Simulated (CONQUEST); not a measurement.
# Run report: Cu2O, single-point calculation

Cu2O (6 atoms in the cell), computed with Kohn-Sham DFT of a periodic cell, PBE, PseudoDojo NC PBE, no spin polarisation (CONQUEST 1.3).

The structure derives from an entry of the Crystallography Open Database.

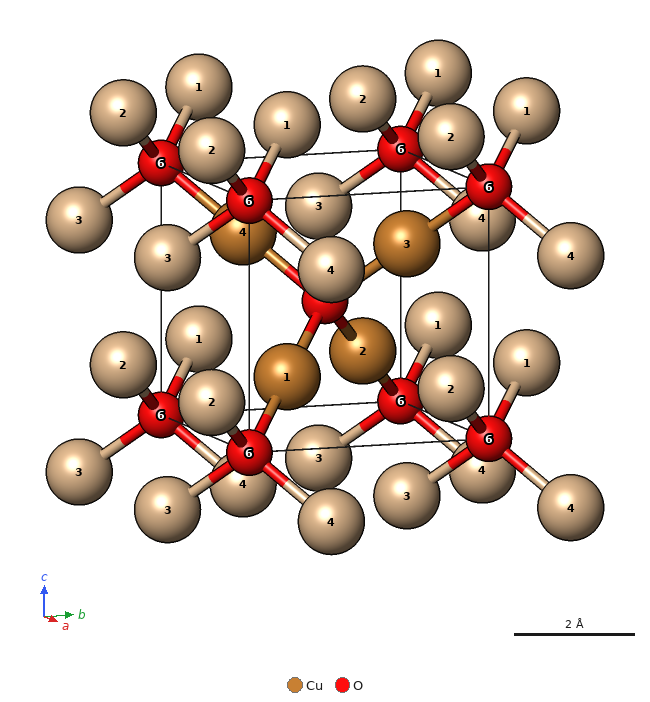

*The input geometry (ball-and-stick view of the cell of the calculation, seen slightly off an axis; neighbours outside the cell are drawn fainter; atoms are numbered from 1 in the order of the input).*

## The input
```
IO.Title Cu2O
IO.Coordinates coords.dat
IO.FractionalAtomicCoords T
IO.Iprint 2
IO.Iprint_init 1
General.NumberOfSpecies 2
General.PseudopotentialType hamann
AtomMove.TypeOfRun static
AtomMove.FullStress T
Grid.GridCutoff 150
DM.SolutionMethod diagon
Diag.MPMesh T
Diag.GammaCentred T
Diag.MPMeshX 5
Diag.MPMeshY 5
Diag.MPMeshZ 5
Diag.kT 0.00183747
minE.SCTolerance 1e-6
SC.MaxIters 100
IO.AtomChargeOutput T
%block ChemicalSpeciesLabel
1 63.550 Cu
2 16.000 O
%endblock
```

Run on 1 thread of Intel Xeon @ 2.50GHz (Skylake/Cascade Lake), 16 GiB of memory available, shared host.

Launched with:
```bash
Conquest
```

## Log
```
Simulation cell dimensions:     8.0502 a0 x     8.0502 a0 x     8.0502 a0

      Atomic coordinates (a0)
         Atom         X         Y         Z  Species
            1    6.0377    2.0126    2.0126        1
            2    2.0126    6.0377    2.0126        1
            3    6.0377    6.0377    6.0377        1
            4    2.0126    2.0126    6.0377        1
            5    4.0251    4.0251    4.0251        2
            6    0.0000    0.0000    0.0000        2

         Monkhorst-Pack mesh:   5 x   5 x   5 gamma-centred
        This calculation includes non-local pseudopotentials,
         with a maximum core radius of      7.11619042

    Job title: Cu2O
    Job to be run: static calculation

    Ground state search:
      Support functions represented with PAO basis
      1:1 PAO to SF mapping
      Non-spin-polarised electrons
      Solving for the K matrix using diagonalisation
      Using Fermi-Dirac smearing

    Integration grid size:     48 x   48 x   48

    Integration grid spacing:  0.168 a0 x 0.168 a0 x 0.168 a0

    Number of species:  2
    --------------------------------------------------------
    |   #  mass (au)  Charge (e)  SF Rad (a0)  NSF  Label  |
    --------------------------------------------------------
    |   1     63.550      19.000        7.379   13  Cu     |
    |   2     16.000       6.000        5.199    9  O      |
    --------------------------------------------------------
          SCF tolerance:                 0.00000100
          SCF iterations:               100

    The functional used will be GGA PBE96

           radial cut-off to be used is taken to be max PAO cut-off radius for this species:    7.116190

           greatest ang. mom. for making density from PAOs:  2

           radial cut-off to be used is taken to be max PAO cut-off radius for this species:    4.914330

           greatest ang. mom. for making density from PAOs:  2
    Minimum blocs/proc is     1728. Maximum blocs/proc is     1728
    set_atom_dens: In set_atomic_density, electrons :      88.000000000000
 matrix_size & matrix_size_padH =           70          70

    Screened ion int: energy:    -682.817257487706 Ha

    new_SC_potl: Starting.  Tolerance:  0.10000E-05

    PulayMixSC: Starting Pulay mixing, A_up =  0.500 A_dn =  0.500
    PulayMixSC: Spin non-polarised calculation.
          Harris-Foulkes Energy            :      -791.579734484291521 Ha
          GroundState Energy (E-(1/2)TS)   :      -791.579825557795857 Ha
          Free Energy (E-TS)               :      -791.579916631300193 Ha
          DFT Total Energy                 :      -790.797182783981270 Ha
          Total number of electrons        :        88.000000000004917
    PulayMixSC: Pulay iteration     1 residual:              0.57856E-02
          Harris-Foulkes Energy            :      -791.458739240268301 Ha
          (TS=0 as O(N) or entropic contribution is negligible)
          DFT Total Energy                 :      -791.089299394953969 Ha
          Total number of electrons        :        88.000015060457258
    PulayMixSC: Pulay iteration     2 residual:              0.35946E-02
          Harris-Foulkes Energy            :      -791.356853955516385 Ha
          GroundState Energy (E-(1/2)TS)   :      -791.356853971467785 Ha
          Free Energy (E-TS)               :      -791.356853987419299 Ha
          DFT Total Energy                 :      -791.343312574808579 Ha
          Total number of electrons        :        88.000016569525997
    PulayMixSC: Pulay iteration     3 residual:              0.72051E-03
          Harris-Foulkes Energy            :      -791.352101559202083 Ha
          GroundState Energy (E-(1/2)TS)   :      -791.352101572673291 Ha
          Free Energy (E-TS)               :      -791.352101586144499 Ha
          DFT Total Energy                 :      -791.351669281035129 Ha
          Total number of electrons        :        88.000019328772638
    PulayMixSC: Pulay iteration     4 residual:              0.31131E-03
          Harris-Foulkes Energy            :      -791.352127252558034 Ha
          GroundState Energy (E-(1/2)TS)   :      -791.352127269920743 Ha
          Free Energy (E-TS)               :      -791.352127287283338 Ha
          DFT Total Energy                 :      -791.351595805310353 Ha
          Total number of electrons        :        88.000023849475340
    PulayMixSC: Pulay iteration     5 residual:              0.15076E-03
          Harris-Foulkes Energy            :      -791.351894469216745 Ha
          GroundState Energy (E-(1/2)TS)   :      -791.351894485440766 Ha
          Free Energy (E-TS)               :      -791.351894501664674 Ha
          DFT Total Energy                 :      -791.351893301330392 Ha
          Total number of electrons        :        88.000023870924664
    PulayMixSC: Pulay iteration     6 residual:              0.65380E-05
          Harris-Foulkes Energy            :      -791.351894128219101 Ha
          GroundState Energy (E-(1/2)TS)   :      -791.351894144375137 Ha
          Free Energy (E-TS)               :      -791.351894160531060 Ha
          DFT Total Energy                 :      -791.351894056051151 Ha
          Total number of electrons        :        88.000023913920955
    PulayMixSC: Pulay iteration     7 residual:              0.16433E-05
          Harris-Foulkes Energy            :      -791.351894098700541 Ha
          GroundState Energy (E-(1/2)TS)   :      -791.351894114848278 Ha
          Free Energy (E-TS)               :      -791.351894130996129 Ha
          DFT Total Energy                 :      -791.351894098516027 Ha
          Total number of electrons        :        88.000023914539142
    PulayMixSC: Pulay iteration     8 residual:              0.86413E-07
    PulayMixSC: Reached SCF tolerance of  0.86413E-07 after      8 iterations
      | Number of electrons      =        88.000024
      |* band energy as 2Tr[K.H] =      -119.272840175664413 Ha
      |  screened ion-ion energy =      -682.817257487706456 Ha
      |  Ha correction           =         6.648675360404577 Ha
      |  XC correction           =         4.089521620116688 Ha
      | GS Energy as E-(1/2)TS   =      -791.351894114848278 Ha
      | Free Energy as E-TS      =      -791.351894130996129 Ha
      |* Harris-Foulkes energy   =      -791.351894098700541 Ha
      |* DFT total energy        =      -791.351894098516027 Ha
      |  estimated accuracy      =        -0.000000000184514 Ha

    force: Forces on atoms (Ha/a0)
    force:  Atom   X              Y              Z
    force:     1  -0.0000000000  -0.0000000000   0.0000000000
    force:     2  -0.0000000000  -0.0000000000   0.0000000000
    force:     3  -0.0000000000  -0.0000000000   0.0000000000
    force:     4  -0.0000000000   0.0000000000  -0.0000000000
    force:     5  -0.0000000000  -0.0000000000  -0.0000000000
    force:     6   0.0000000000   0.0000000000   0.0000000000

    force: Maximum force :        0.00000000(Ha/a0) on atom         3 in z direction
    force: Force Residual:        0.00000000 Ha/a0
    force: Total stress:         -6.45007220    -0.00000000    -0.00000000 GPa
                            -0.00000000    -6.45007220    -0.00000000
                            -0.00000000    -0.00000000    -6.45007220
    force: Average pressure:      6.45007220 GPa

    force: Finished force
    get_E_and_F: Change in energy during last step of electronic optimisation:  0.29519E-07

    BIBLIOGRAPHY: Please consider citing the following references in the conquest.bib file

    CONQUEST:         Bowler2002pt, Miyazaki2004, Nakata2020
    Basis:            Bowler2019
    DM:               Bowler:2006xr
    Pseudopotentials: Hamann2013, Bowler2019
    XC functional:    Perdew1996
```

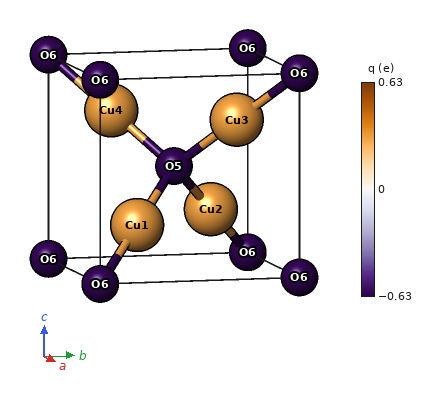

*Mulliken charges, as the colour of each atom (ball-and-stick view of the cell of the calculation, seen slightly off an axis; atoms are numbered from 1 in the order of the input).*

By element: Cu +0.30 and O −0.60 e.

## Results in brief

- outcome: converged
- space group (tolerance 0.01 Å): Pn-3m (224)
- electrons treated: 88
- free energy: −21533.7820 eV
- Fermi energy: −4.365 eV
- gap on the k-point mesh: 0.99 eV
- pressure: 6.45 GPa
- largest force (length of the vector): under 0.001 eV/Å
- wall time: 78 s
- peak memory: 0.81 GiB

## Remarks

Points of doubt noted for this run: small atomic basis. The cell is under a pressure of 6.5 GPa at this level, so it is not at its equilibrium volume.
